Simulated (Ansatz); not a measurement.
SnSe2: several calculations on one system

**1. Scan**

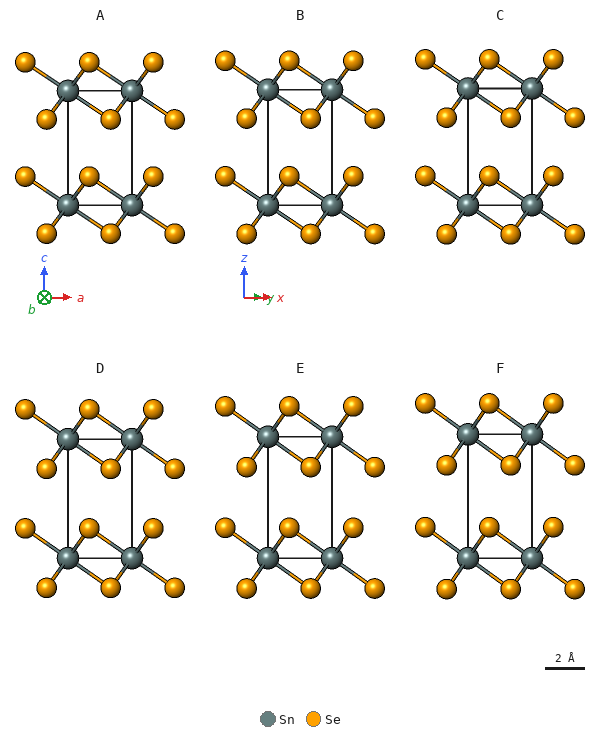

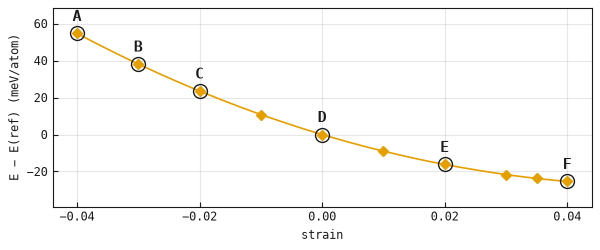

A scan of solid SnSe2 (P-3m1): the cell is strained along z alone, with the atoms kept at their fractional coordinates. x, y and z are the Cartesian axes of the input. The lettered frames are marked on the plot. The picture is a ball-and-stick view of the cell of the calculation, seen along the b axis.

The calculation used Ansatz, DFT PBE, scalar-relativistic, plane waves, PAW. (plane-wave cutoff 420 eV; k-point mesh 12 × 12 × 6; occupations gaussian; smearing width 0.05 eV; no spin polarisation). Energies (free energies at the smearing named) are counted from the cell as listed in its source, which wasn't relaxed.

### Read off the main features of the energy profile.

The lowest computed point lies at the strain 0.04 (−25.4 meV/atom). The energy is still falling at the end of the range, so the minimum along this coordinate lies there or beyond. The end points stand at 54.7 meV/atom (−0.04) and −25.4 meV/atom (0.04). The unrelaxed reference is under a pressure of 5.3 GPa, which tilts the curve. The distortion keeps the space group P-3m1. At the strain −0.04 the cell of the drawing goes c 6.137 → 5.892 Å.

Limits of the set-up: layers or molecules are held without a dispersion correction, so their spacing is unreliable.

**2. Scan**

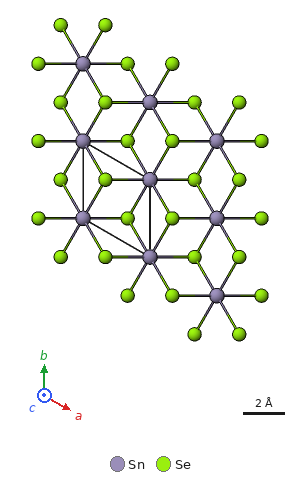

A scan of solid SnSe2 (P-3m1): the cell is strained equally along x and y and separately along z, with the atoms kept at their fractional coordinates. x, y and z are the Cartesian axes of the input. The picture shows the reference cell. A ball-and-stick model of the cell of the calculation, repeated 2 × 2 × 1 with one cell outlined, seen along the c axis.

Level of theory: DFT PBE, scalar-relativistic, plane waves, PAW (Ansatz). Settings: plane-wave cutoff 420 eV; k-point mesh 12 × 12 × 6; occupations gaussian; smearing width 0.05 eV; no spin polarisation. Energies (free energies at the smearing named) are counted from the cell as listed in its source, which wasn't relaxed.

Input
```yaml
crystal:
  lattice:
    - [3.8109987816, 0.0, 0.0]
    - [-1.9054993908, 3.3004217586, 0.0]
    - [0.0, 0.0, 6.137]
  atoms:
    - { symbol: Sn, position: [0.0, 0.0, 0.0] }
    - { symbol: Se, position: [0.3333333333, 0.6666666667, 0.25] }
    - { symbol: Se, position: [0.6666666667, 0.3333333333, 0.75] }
basis:
  ecutwfc: 420
kpoints:
  mp_grid: { grid: [12, 12, 6] }
hamiltonian:
  xc: pbe
scf:
  occupations: { method: gaussian, width: 0.05 }
output:
  forces: true
  stress: true
  eigenvalues: true
```

Command:
```bash
ansatz run input.yaml --threads 1 --pin off --max-ram 2560MiB --backend cpu --events-out ev --progress --plain --runs-dir out
```

> What energies does the calculation give on a grid with rows −0.030, −0.015, 0.000, 0.015, 0.030 and columns −0.030, −0.015, 0.000, 0.015, 0.030 (strain along x and y; strain along z)?

Rows: strain along x and y; columns: strain along z; values in meV/atom.

|  | −0.030 | −0.015 | 0.000 | 0.015 | 0.030 |
| --- | --- | --- | --- | --- | --- |
| −0.030 | 132.5 | 101.0 | 74.7 | 53.2 | 36.5 |
| −0.015 | 77.5 | 51.4 | 30.0 | 13.1 | 0.5 |
| 0.000 | 38.1 | 16.9 | 0.0 | −12.8 | −21.7 |
| 0.015 | 12.6 | −4.1 | −17.0 | −26.1 | −31.6 |
| 0.030 | −0.6 | −13.3 | −22.5 | −28.3 | −30.7 |

In pairs of (strain along x and y; strain along z): the lowest computed point lies at (0.015, 0.030) (−31.6 meV/atom), the highest at (−0.030, −0.030) (132.5 meV/atom). It lies on the edge of the grid, so the true minimum may be outside the range scanned. The pressure runs from −0.7 GPa at (0.030, 0.030) to 14.3 GPa at (−0.030, −0.030).

As a map, interpolated between the computed points (dots):

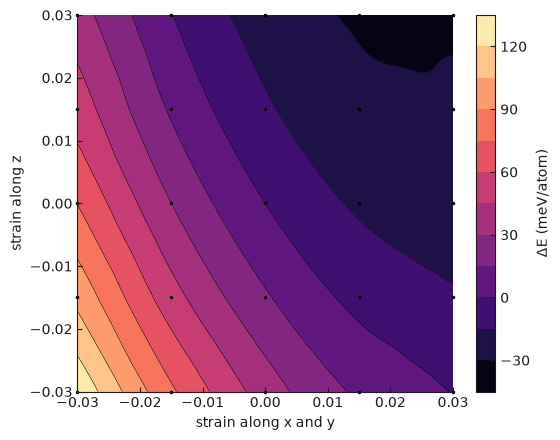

Limits of the set-up: layers or molecules are held without a dispersion correction, so their spacing is unreliable.

**3. Energy map**

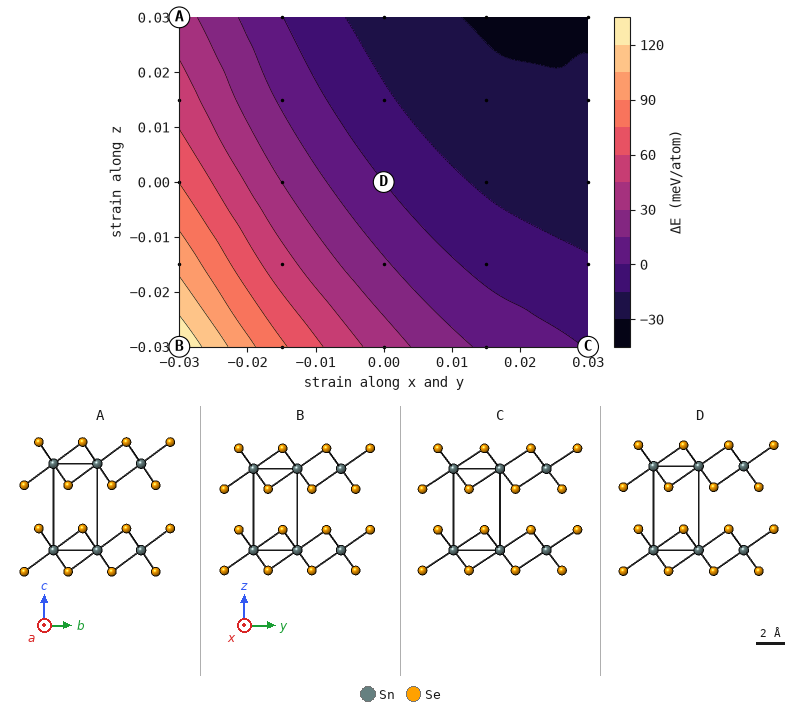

A scan of solid SnSe2 (P-3m1): the cell is strained equally along x and y and separately along z, with the atoms kept at their fractional coordinates. x, y and z are the Cartesian axes of the input. The map is interpolated between the computed points (dots). The lettered frames are marked on it. The picture is a ball-and-stick view of the cell of the calculation, repeated 2 × 2 × 1 with one cell outlined, seen along the a axis.

Level of theory: DFT PBE, scalar-relativistic, plane waves, PAW in Ansatz. Settings: plane-wave cutoff 420 eV; k-point mesh 12 × 12 × 6; occupations gaussian; smearing width 0.05 eV; no spin polarisation. Energies (free energies at the smearing named) are counted from the cell as listed in its source, which wasn't relaxed.

**Where is the lowest point of the map, and what else does it tell?**

In pairs of (strain along x and y; strain along z): the lowest computed point lies at (0.015, 0.030) (−31.6 meV/atom), the highest at (−0.030, −0.030) (132.5 meV/atom). It lies on the edge of the grid, so the true minimum may be outside the range scanned. The pressure runs from −0.7 GPa at (0.030, 0.030) to 14.3 GPa at (−0.030, −0.030). The frames lie at A (−0.030, 0.030): 36.5 meV/atom, B (−0.030, −0.030): 132.5 meV/atom, C (0.030, −0.030): −0.6 meV/atom, D (0.000, 0.000): 0.0 meV/atom.

The computed points:

Rows: strain along x and y; columns: strain along z; values in meV/atom.

```csv
,−0.030,−0.015,0.000,0.015,0.030
−0.030,132.5,101.0,74.7,53.2,36.5
−0.015,77.5,51.4,30.0,13.1,0.5
0.000,38.1,16.9,0.0,−12.8,−21.7
0.015,12.6,−4.1,−17.0,−26.1,−31.6
0.030,−0.6,−13.3,−22.5,−28.3,−30.7
```

Limits of the set-up: layers or molecules are held without a dispersion correction, so their spacing is unreliable.
